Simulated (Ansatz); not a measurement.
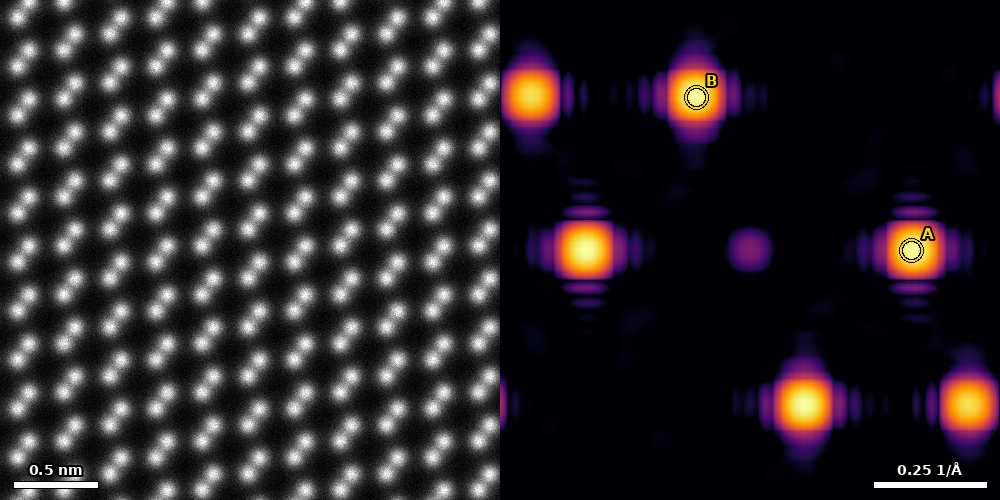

Integrated-DPC-like image of a crystal. Simulated as the projected potential of neutral atoms (B = 0.5 Å²) blurred by a 0.65 Å probe, the thin-sample limit of integrated differential phase contrast. Shot noise was added.

The right panel is the modulus of the image's Fourier transform on a logarithmic scale.

Question: Which lattice spacings do the marked spots stand for, and what angle do A and B enclose?

Answer: A: 2.8 Å, B: 2.8 Å; A and B enclose about 109°.

The crystal is Co (Fd-3m, No. 227) along [110]; the spots are (-1 1 1) and (1 -1 1). Model: the geometry given to an electronic-structure calculation, possibly off equilibrium; the starting structure was generated, so it need not be a known form of this composition.
